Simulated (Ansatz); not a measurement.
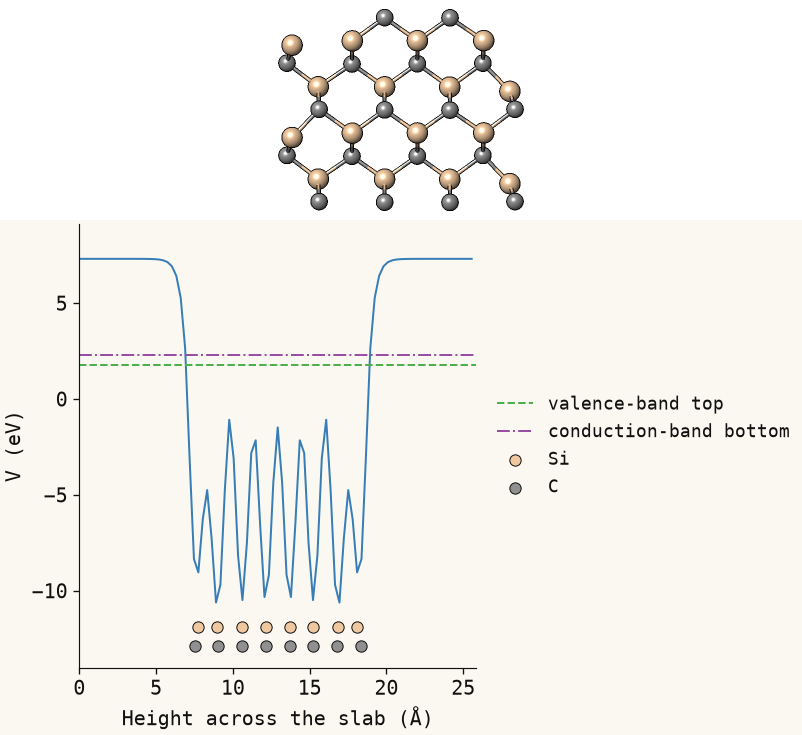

Plane-averaged electrostatic potential energy of an electron across the slab; circles at the bottom mark the heights of the atoms (positions after relaxation). The structure is drawn too.

System: a (110) slab cut from SiC (F-43m), ended by SiC planes, 16 atoms in the cell. Starting structure of the relaxation:

```yaml
crystal:
  lattice:
    - [3.09693, 0.00000, 0.00000]
    - [0.00000, 4.37973, 0.00000]
    - [0.00000, 0.00000, 25.83927]
  atoms:
    - { symbol: Si, position: [0.00000, 0.25000, 0.29026] }
    - { symbol: C, position: [0.50000, 0.50000, 0.29026] }
    - { symbol: Si, position: [0.50000, 0.75000, 0.35018] }
    - { symbol: C, position: [0.00000, 0.00000, 0.35018] }
    - { symbol: Si, position: [0.00000, 0.25000, 0.41011] }
    - { symbol: C, position: [0.50000, 0.50000, 0.41011] }
    - { symbol: Si, position: [0.50000, 0.75000, 0.47004] }
    - { symbol: C, position: [0.00000, 0.00000, 0.47004] }
    - { symbol: Si, position: [0.00000, 0.25000, 0.52996] }
    - { symbol: C, position: [0.50000, 0.50000, 0.52996] }
    - { symbol: Si, position: [0.50000, 0.75000, 0.58989] }
    - { symbol: C, position: [0.00000, 0.00000, 0.58989] }
    - { symbol: Si, position: [0.00000, 0.25000, 0.64982] }
    - { symbol: C, position: [0.50000, 0.50000, 0.64982] }
    - { symbol: Si, position: [0.50000, 0.75000, 0.70974] }
    - { symbol: C, position: [0.00000, 0.00000, 0.70974] }
```

Ansatz; DFT PBE, scalar-relativistic, plane waves, PAW, no spin polarisation, 9×6×1 k mesh.

### What are the ionisation potential and the electron affinity of the slab?

From the vacuum level at the right face the ionisation potential is 5.53 eV and the electron affinity 5.00 eV; the left face gives the same. The slab's gap, their difference before rounding, is 0.52 eV. The two vacuum levels agree, so the slab has no net dipole along its normal.

### How thick are slab and vacuum?

The outermost atoms are 10.8 Å apart, which leaves 15.0 Å of vacuum in a cell 25.8 Å high.
